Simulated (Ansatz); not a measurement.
Geometry relaxation of Pt16H (part 1 of 3)

- system: Pt16H (slab, 17 atoms in the cell)
- method: DFT PBE+D3(BJ), scalar-relativistic, plane waves, PAW, no spin polarisation (Ansatz 0.2.0)

The structure derives from an entry of the Crystallography Open Database. The input holds or restrains some coordinates. Forces given for the steps count only the free coordinates.

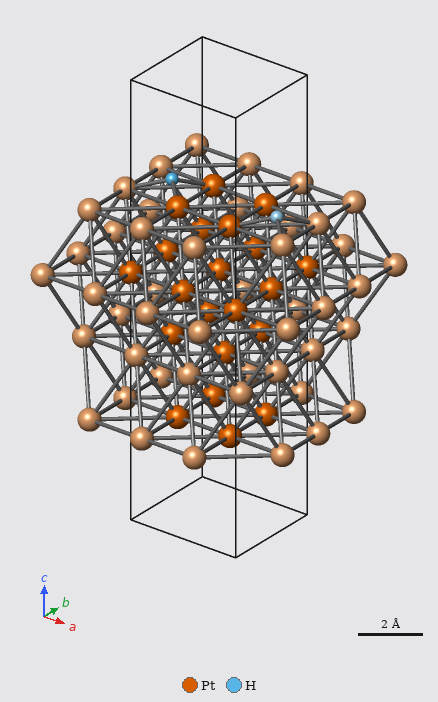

Figure 1. The starting structure (ball-and-stick view of the cell of the calculation, with the vacuum cut short, seen slightly off an axis; neighbours outside the cell are drawn fainter). An atom can appear more than once, as a periodic image. Near neighbours in the periodic cell (some may lie outside the picture): Pt has 9 Pt at 2.78 to 2.80 Å; Pt has 12 Pt at 2.77 to 2.80 Å; Pt has 1 H at 1.67 Å and 9 Pt at 2.78 to 2.80 Å; H has 3 Pt at 1.67 Å.

**Key numbers**

| quantity | value |
| --- | --- |
| outcome | converged under the restraints of the input |
| electrons treated | 289 |
| free energy | −200389.2048 eV |
| work function, top face | 5.55 eV |
| work function, bottom face | 5.64 eV |
| Fermi energy | 4.544 eV |
| gap on the k-point mesh | none (metallic) |
| final volume | 689.82 Å³ |
| work function (upper face) | 5.55 eV |
| largest force (length of the vector) at the end, held atoms and coordinates included | 0.264 eV/Å |
| hardware | 4 threads of Intel Xeon (Sapphire Rapids), 64 GiB of memory available, shared host |
| wall time | 96 s (CPU time 6.2 min) |
| peak memory | 2.6 GiB |

**Remarks**

The program warns: the exchange-correlation potential is rough where the density is thin. Spin–orbit coupling is left out, which matters for Pt.

**The input**
```yaml
crystal:
  lattice:
    - [5.555888461, 0.0, 0.0]
    - [-2.7779442305, 4.8115405478, 0.0]
    - [0.0, 0.0, 25.8045458987]
  atoms:
    - { symbol: Pt, position: [0.3333333333, 0.1666666667, 0.329399325] }
    - { symbol: Pt, position: [0.3333333333, 0.6666666667, 0.329399325] }
    - { symbol: Pt, position: [0.8333333333, 0.1666666667, 0.329399325] }
    - { symbol: Pt, position: [0.8333333333, 0.6666666667, 0.329399325] }
    - { symbol: Pt, position: [0.6666666667, 0.3333333333, 0.4172978671] }
    - { symbol: Pt, position: [0.6666666667, 0.8333333333, 0.4172978671] }
    - { symbol: Pt, position: [0.1666666667, 0.3333333333, 0.4172978671] }
    - { symbol: Pt, position: [0.1666666667, 0.8333333333, 0.4172978671] }
    - { symbol: Pt, position: [0.0, 0.5, 0.5046029143] }
    - { symbol: Pt, position: [0.0, 0.0, 0.5046029143] }
    - { symbol: Pt, position: [0.5, 0.5, 0.5046029143] }
    - { symbol: Pt, position: [0.5, 0.0, 0.5046029143] }
    - { symbol: Pt, position: [0.3333333333, 0.6666666667, 0.5935036549] }
    - { symbol: Pt, position: [0.3333333333, 0.1666666667, 0.5935036549] }
    - { symbol: Pt, position: [0.8333333333, 0.6666666667, 0.5935036549] }
    - { symbol: Pt, position: [0.8333333333, 0.1666666667, 0.5935036549] }
    - { symbol: H, position: [0.1666666667, 0.3333333333, 0.6121050286] }
basis:
  ecutwfc: 420
kpoints:
  mp_grid: { grid: [6, 6, 1] }
hamiltonian:
  xc: pbe
  dispersion: d3bj
scf:
  occupations: { method: gaussian, width: 0.1 }
output:
  forces: true
  eigenvalues: true
  write_density: true
  write_potential: true
  elf: true
  volumetric_format: npy
relax:
  adjacent_minimum: "off"
  f_tol: 0.03
  max_steps: 70
  constraints: [{ sites: [0, 1, 2, 3, 4, 5, 6, 7] }]
efield:
  axis: 3
  dipole_correction: true
```

Launched with:
```bash
ansatz run input.yaml --threads 4 --pin off --max-ram 10240MiB --backend cpu --events-out ev --progress --plain --runs-dir out
```

**Output**
```
Engine: ansatz 0.2.0, x86_64-unknown-linux-gnu
Pseudopotentials: kind: paw
Pseudopotential: Pt, paw, valence charge 18, recommended cutoff 420 eV (normal), Pt.paw.azcp
Pseudopotential: H, paw, valence charge 1, recommended cutoff 420 eV (normal), H.paw.azcp
Functional definition: PBE
  parameter kappa = 0.804
  parameter beta = 0.06672455060314922
  exchange = pbe_x(kappa = kappa, mu = beta*pi^2/3)
  correlation = pbe_c(beta = beta)
Crystal: 17 atoms, lattice volume = 689.817 Å³
Basis set: ecut = 420 eV, 13539 PW (Γ), exchange–correlation on 80×80×360 points (8 copies of the dense FFT grid, shifted against one another)
Bands: 174, of which v1, the nominal top of the filled ones, is band 145 counted from 1 (144 counted from 0)
Symmetry: 6 space group operations
Space group: P3m1 (ITA 156), of the structure as read, at distance tolerance 8.8e-5 Å
k-points: 7 of 36 (time reversal used)
Non-local potential: Pt, projectors of the file, l = 0: 3, l = 1: 2, l = 2: 2, l = 3: 1
Non-local potential: H, projectors of the file, l = 0: 2, l = 1: 1
PAW form: soft (Blöchl's): semilocal exchange-correlation on the pseudo side does not see the compensation charge
PAW one-centre angular grid: Pt, 590 points (default); XC on 64 Gauss nodes
PAW one-centre angular grid: H, 110 points (default); XC on 64 Gauss nodes
Initial density: superposition of atomic densities (neutral atoms: chi_scale 0, normalization atom), corrected by the library's trained network
Initial wavefunctions: pseudopotential atomic-orbital guess
Functional: x = pbe(κ = 0.804, μ = 0.2195149727645171), c = pbe(β = 0.06672455060314922)
SCF iter   1: F=—  HF=-200388.836407 eV  |F-HF|=—  |Δ(HF+E_count)|=         —  Δρ=9.07e-3  dr2=8.84e0  ethr=1.77e-3  p=-0.028 e·Å  D=-7.24e-3 V/Å  ΔV_dip=0.19 eV  dr2_dipole=3.40e0  V_vac-E_F(+/−)=5.33/5.14 eV  ⟨swp⟩=7.1  Hψ=5171  notcnv=0  defer=46
efield: sawtooth ramp at fractional position 0.9208 (placed from the atoms, in the widest stretch of the axis that holds none; the zero of the levels goes with the place), width 0.1000; the density the first Hamiltonian is built on has a dipole p = -0.028 e·Å; the dipole correction subtracts the counter field D = -7.24e-3 V/Å, which shifts the + side's vacuum level by +0.19 eV against the − side's; the planar-averaged density in the ramp window peaks in size at 1.3e-5 e/Å³
preconditioner: auto → LDOS  [metal: Δε(μ)=0.009 eV  Ē_g=7.473 eV  σ=0.100 eV  W_gap=0.05  n_scr=150 (ndim 8)  ℏωp=17.9 eV  f_vac=0.596  D(μ)=24.08/eV (n_scr^D=176)  β→1.0]
SCF iter   2: F=—  HF=-200388.765260 eV  |F-HF|=—  |Δ(HF+E_count)|=   7.11e-2  Δρ=3.88e-3  dr2=1.64e-1  ethr=1.77e-3  p=0.053 e·Å  D=1.38e-2 V/Å  ΔV_dip=-0.36 eV  dr2_dipole=4.27e-3  V_vac-E_F(+/−)=5.56/5.92 eV  ⟨swp⟩=1.1  Hψ=1408  notcnv=0  defer=93
SCF iter   3: F=—  HF=-200388.743206 eV  |F-HF|=—  |Δ(HF+E_count)|=   2.21e-2  Δρ=1.59e-3  dr2=1.52e-1  ethr=5.69e-5  p=-0.007 e·Å  D=-1.90e-3 V/Å  ΔV_dip=0.05 eV  dr2_dipole=3.87e-2  V_vac-E_F(+/−)=5.55/5.50 eV  ⟨swp⟩=3.0  Hψ=2062  notcnv=0  defer=118
SCF iter   4: F=—  HF=-200388.732143 eV  |F-HF|=—  |Δ(HF+E_count)|=   1.11e-2  Δρ=7.24e-4  dr2=1.28e-2  ethr=5.26e-5  p=0.015 e·Å  D=3.98e-3 V/Å  ΔV_dip=-0.10 eV  dr2_dipole=1.64e-4  V_vac-E_F(+/−)=5.57/5.67 eV  ⟨swp⟩=2.0  Hψ=1634  notcnv=0  defer=118
SCF iter   5: F=—  HF=-200388.730425 eV  |F-HF|=—  |Δ(HF+E_count)|=   1.72e-3  Δρ=3.22e-4  dr2=2.25e-3  ethr=4.45e-6  p=0.012 e·Å  D=3.24e-3 V/Å  ΔV_dip=-0.08 eV  dr2_dipole=6.18e-6  V_vac-E_F(+/−)=5.57/5.65 eV  ⟨swp⟩=2.7  Hψ=1877  notcnv=0  defer=97
SCF iter   6: F=—  HF=-200388.730317 eV  |F-HF|=—  |Δ(HF+E_count)|=   1.09e-4  Δρ=1.47e-4  dr2=1.00e-3  ethr=7.78e-7  p=0.012 e·Å  D=3.05e-3 V/Å  ΔV_dip=-0.08 eV  dr2_dipole=1.03e-5  V_vac-E_F(+/−)=5.57/5.65 eV  ⟨swp⟩=2.6  Hψ=1631  notcnv=0  defer=97
SCF iter   7: F=—  HF=-200388.730304 eV  |F-HF|=—  |Δ(HF+E_count)|=   1.25e-5  Δρ=7.31e-5  dr2=1.26e-4  ethr=3.46e-7  p=0.012 e·Å  D=3.08e-3 V/Å  ΔV_dip=-0.08 eV  dr2_dipole=1.51e-6  V_vac-E_F(+/−)=5.57/5.65 eV  ⟨swp⟩=1.3  Hψ=1104  notcnv=0  defer=97
SCF iter   8: F=-200388.730299 eV  HF=-200388.730305 eV  |F-HF|=6.35e-6  |Δ(HF+E_count)|=   1.01e-6  Δρ=2.70e-5  dr2=1.29e-5  ethr=7.79e-9  p=0.012 e·Å  D=3.09e-3 V/Å  ΔV_dip=-0.08 eV  dr2_dipole=4.20e-7  V_vac-E_F(+/−)=5.57/5.65 eV  ⟨swp⟩=23.0  Hψ=12933  notcnv=0
SCF 1 converged in 8 iterations: F = -200388.730299 eV  dr2 = 1.29e-5
  greatest PAW one-centre occupation: 1.000 electrons in one spin orbital (limit 2), on the Pt atom at site 6 (counted from 0), in its partial waves of l = 0
relax step   1: F+E_penalty+E_count = -200388.73029876 eV  Δ(F+E_penalty+E_count) = +0.000e0 eV  max|allowed force component| = 2.056e0 eV/Å  Δτ_max = 0.0000 Å  (8 SCF iters, dr2 threshold 2.25e-5 eV, accepted)
Initial density: handed on by an earlier stage of this run
Initial wavefunctions: those handed on with the density
iter 1 solved again at ethr=4.82e-5 eV; its pass at ethr=3.10e-3 eV (dr2=1.39e-1 eV) is discarded
SCF iter   1: F=—  HF=-200389.088730 eV  |F-HF|=—  |Δ(HF+E_count)|=         —  Δρ=5.16e-3  dr2=1.11e-1  ethr=4.82e-5  p=0.012 e·Å  D=3.09e-3 V/Å  ΔV_dip=-0.08 eV  dr2_dipole=8.17e-3  V_vac-E_F(+/−)=5.56/5.64 eV  ⟨swp⟩=2.7  Hψ=4433  notcnv=0  defer=129
efield: sawtooth ramp at fractional position 0.9208 (handed on by an earlier solve), width 0.1000; the density the first Hamiltonian is built on has a dipole p = 0.012 e·Å; the dipole correction subtracts the counter field D = 3.09e-3 V/Å, which shifts the + side's vacuum level by -0.08 eV against the − side's; the planar-averaged density in the ramp window peaks in size at 3.7e-6 e/Å³
preconditioner: auto → LDOS  [metal: Δε(μ)=0.004 eV  Ē_g=7.467 eV  σ=0.100 eV  W_gap=0.02  n_scr=150 (ndim 8)  ℏωp=17.9 eV  f_vac=0.595  D(μ)=25.06/eV (n_scr^D=188)  β→1.0]
SCF iter   2: F=—  HF=-200389.093813 eV  |F-HF|=—  |Δ(HF+E_count)|=   5.08e-3  Δρ=2.36e-3  dr2=6.53e-2  ethr=3.83e-5  p=0.006 e·Å  D=1.49e-3 V/Å  ΔV_dip=-0.04 eV  dr2_dipole=4.27e-4  V_vac-E_F(+/−)=5.59/5.63 eV  ⟨swp⟩=3.0  Hψ=2113  notcnv=0  defer=129
SCF iter   3: F=—  HF=-200389.078781 eV  |F-HF|=—  |Δ(HF+E_count)|=   1.50e-2  Δρ=8.85e-4  dr2=1.53e-2  ethr=2.26e-5  p=0.008 e·Å  D=2.09e-3 V/Å  ΔV_dip=-0.05 eV  dr2_dipole=2.22e-4  V_vac-E_F(+/−)=5.59/5.64 eV  ⟨swp⟩=3.0  Hψ=2096  notcnv=0  defer=129
SCF iter   4: F=—  HF=-200389.075254 eV  |F-HF|=—  |Δ(HF+E_count)|=   3.53e-3  Δρ=2.51e-4  dr2=8.76e-4  ethr=5.30e-6  p=0.010 e·Å  D=2.74e-3 V/Å  ΔV_dip=-0.07 eV  dr2_dipole=2.50e-5  V_vac-E_F(+/−)=5.57/5.64 eV  ⟨swp⟩=2.7  Hψ=1887  notcnv=0  defer=129
SCF iter   5: F=—  HF=-200389.075106 eV  |F-HF|=—  |Δ(HF+E_count)|=   1.48e-4  Δρ=9.94e-5  dr2=2.16e-4  ethr=3.03e-7  p=0.010 e·Å  D=2.68e-3 V/Å  ΔV_dip=-0.07 eV  dr2_dipole=7.03e-6  V_vac-E_F(+/−)=5.57/5.64 eV  ⟨swp⟩=2.4  Hψ=2086  notcnv=0  defer=130
SCF iter   6: F=-200389.075047 eV  HF=-200389.075093 eV  |F-HF|=4.52e-5  |Δ(HF+E_count)|=   1.32e-5  Δρ=5.59e-5  dr2=5.67e-5  ethr=3.46e-8  p=0.011 e·Å  D=2.76e-3 V/Å  ΔV_dip=-0.07 eV  dr2_dipole=1.53e-10  V_vac-E_F(+/−)=5.57/5.64 eV  ⟨swp⟩=22.0  Hψ=13033  notcnv=0
SCF 2 converged in 6 iterations: F = -200389.075047 eV  dr2 = 5.67e-5
relax step   2: F+E_penalty+E_count = -200389.07504741 eV  Δ(F+E_penalty+E_count) = -3.447e-1 eV  max|allowed force component| = 6.355e-1 eV/Å  Δτ_max = 0.1948 Å  (6 SCF iters, dr2 threshold 1.00e-4 eV, accepted)
SCF iter   1: F=—  HF=-200389.196139 eV  |F-HF|=—  |Δ(HF+E_count)|=         —  Δρ=2.91e-3  dr2=5.26e-2  ethr=2.52e-4  p=0.011 e·Å  D=2.76e-3 V/Å  ΔV_dip=-0.07 eV  dr2_dipole=7.73e-3  V_vac-E_F(+/−)=5.57/5.64 eV  ⟨swp⟩=4.3  Hψ=2883  notcnv=0  defer=112
efield: sawtooth ramp at fractional position 0.9208 (handed on by an earlier solve), width 0.1000; the density the first Hamiltonian is built on has a dipole p = 0.011 e·Å; the dipole correction subtracts the counter field D = 2.76e-3 V/Å, which shifts the + side's vacuum level by -0.07 eV against the − side's; the planar-averaged density in the ramp window peaks in size at 3.1e-6 e/Å³
preconditioner: auto → LDOS  [metal: Δε(μ)=0.008 eV  Ē_g=7.449 eV  σ=0.100 eV  W_gap=0.05  n_scr=150 (ndim 8)  ℏωp=17.9 eV  f_vac=0.595  D(μ)=24.97/eV (n_scr^D=188)  β→1.0]
SCF iter   2: F=—  HF=-200389.194756 eV  |F-HF|=—  |Δ(HF+E_count)|=   1.38e-3  Δρ=9.30e-4  dr2=1.10e-2  ethr=1.82e-5  p=0.008 e·Å  D=2.14e-3 V/Å  ΔV_dip=-0.06 eV  dr2_dipole=6.78e-4  V_vac-E_F(+/−)=5.58/5.64 eV  ⟨swp⟩=3.0  Hψ=2241  notcnv=0  defer=122
SCF iter   3: F=—  HF=-200389.194199 eV  |F-HF|=—  |Δ(HF+E_count)|=   5.57e-4  Δρ=6.20e-4  dr2=7.90e-3  ethr=3.81e-6  p=0.015 e·Å  D=3.94e-3 V/Å  ΔV_dip=-0.10 eV  dr2_dipole=1.56e-5  V_vac-E_F(+/−)=5.54/5.64 eV  ⟨swp⟩=3.0  Hψ=2150  notcnv=0  defer=122
SCF iter   4: F=—  HF=-200389.192480 eV  |F-HF|=—  |Δ(HF+E_count)|=   1.72e-3  Δρ=2.41e-4  dr2=7.34e-4  ethr=2.73e-6  p=0.013 e·Å  D=3.32e-3 V/Å  ΔV_dip=-0.09 eV  dr2_dipole=3.69e-6  V_vac-E_F(+/−)=5.55/5.64 eV  ⟨swp⟩=2.0  Hψ=1637  notcnv=0  defer=122
SCF iter   5: F=—  HF=-200389.192294 eV  |F-HF|=—  |Δ(HF+E_count)|=   1.87e-4  Δρ=8.02e-5  dr2=1.49e-4  ethr=2.54e-7  p=0.013 e·Å  D=3.32e-3 V/Å  ΔV_dip=-0.09 eV  dr2_dipole=5.06e-7  V_vac-E_F(+/−)=5.55/5.64 eV  ⟨swp⟩=2.7  Hψ=1703  notcnv=0  defer=122
SCF iter   6: F=-200389.192262 eV  HF=-200389.192277 eV  |F-HF|=1.50e-5  |Δ(HF+E_count)|=   1.63e-5  Δρ=2.66e-5  dr2=1.85e-5  ethr=8.73e-9  p=0.012 e·Å  D=3.20e-3 V/Å  ΔV_dip=-0.08 eV  dr2_dipole=7.72e-8  V_vac-E_F(+/−)=5.55/5.64 eV  ⟨swp⟩=22.7  Hψ=12954  notcnv=0
SCF 3 converged in 6 iterations: F = -200389.192262 eV  dr2 = 1.85e-5
relax step   3: F+E_penalty+E_count = -200389.19226234 eV  Δ(F+E_penalty+E_count) = -1.172e-1 eV  max|allowed force component| = 2.936e-1 eV/Å  Δτ_max = 0.1948 Å  (6 SCF iters, dr2 threshold 2.52e-5 eV, accepted)
SCF iter   1: F=—  HF=-200389.205186 eV  |F-HF|=—  |Δ(HF+E_count)|=         —  Δρ=1.45e-3  dr2=5.47e-3  ethr=2.69e-5  p=0.012 e·Å  D=3.20e-3 V/Å  ΔV_dip=-0.08 eV  dr2_dipole=3.55e-5  V_vac-E_F(+/−)=5.56/5.64 eV  ⟨swp⟩=3.1  Hψ=2375  notcnv=0  defer=133
efield: sawtooth ramp at fractional position 0.9208 (handed on by an earlier solve), width 0.1000; the density the first Hamiltonian is built on has a dipole p = 0.012 e·Å; the dipole correction subtracts the counter field D = 3.20e-3 V/Å, which shifts the + side's vacuum level by -0.08 eV against the − side's; the planar-averaged density in the ramp window peaks in size at 2.8e-6 e/Å³
preconditioner: auto → LDOS  [metal: Δε(μ)=0.009 eV  Ē_g=7.440 eV  σ=0.100 eV  W_gap=0.05  n_scr=150 (ndim 8)  ℏωp=17.9 eV  f_vac=0.594  D(μ)=24.98/eV (n_scr^D=188)  β→1.0]
SCF iter   2: F=—  HF=-200389.205022 eV  |F-HF|=—  |Δ(HF+E_count)|=   1.64e-4  Δρ=4.63e-4  dr2=1.36e-3  ethr=1.89e-6  p=0.012 e·Å  D=3.11e-3 V/Å  ΔV_dip=-0.08 eV  dr2_dipole=1.13e-7  V_vac-E_F(+/−)=5.55/5.63 eV  ⟨swp⟩=3.0  Hψ=2506  notcnv=0  defer=133
SCF iter   3: F=—  HF=-200389.204636 eV  |F-HF|=—  |Δ(HF+E_count)|=   3.86e-4  Δρ=1.46e-4  dr2=2.62e-4  ethr=4.69e-7  p=0.012 e·Å  D=3.23e-3 V/Å  ΔV_dip=-0.08 eV  dr2_dipole=5.28e-8  V_vac-E_F(+/−)=5.55/5.64 eV  ⟨swp⟩=2.9  Hψ=2242  notcnv=0  defer=133
SCF iter   4: F=—  HF=-200389.204582 eV  |F-HF|=—  |Δ(HF+E_count)|=   5.40e-5  Δρ=5.06e-5  dr2=2.70e-5  ethr=9.08e-8  p=0.012 e·Å  D=3.27e-3 V/Å  ΔV_dip=-0.08 eV  dr2_dipole=1.35e-8  V_vac-E_F(+/−)=5.55/5.64 eV  ⟨swp⟩=3.0  Hψ=2090  notcnv=0  defer=133
SCF iter   5: F=—  HF=-200389.204581 eV  |F-HF|=—  |Δ(HF+E_count)|=   1.37e-6  Δρ=2.15e-5  dr2=8.24e-6  ethr=2.85e-9  p=0.013 e·Å  D=3.29e-3 V/Å  ΔV_dip=-0.08 eV  dr2_dipole=6.32e-8  V_vac-E_F(+/−)=5.55/5.64 eV  ⟨swp⟩=23.4  Hψ=13530  notcnv=0
SCF iter   6: F=-200389.204581 eV  HF=-200389.204582 eV  |F-HF|=1.17e-6  |Δ(HF+E_count)|=   9.57e-7  Δρ=1.17e-5  dr2=2.42e-6  ethr=2.85e-9  p=0.012 e·Å  D=3.28e-3 V/Å  ΔV_dip=-0.08 eV  dr2_dipole=4.18e-11  V_vac-E_F(+/−)=5.55/5.64 eV  ⟨swp⟩=15.6  Hψ=10138  notcnv=0
SCF 4 converged in 6 iterations: F = -200389.204581 eV  dr2 = 2.42e-6
relax step   4: F+E_penalty+E_count = -200389.20458057 eV  Δ(F+E_penalty+E_count) = -1.232e-2 eV  max|allowed force component| = 5.745e-2 eV/Å  Δτ_max = 0.0674 Å  (6 SCF iters, dr2 threshold 8.24e-6 eV, accepted)
```
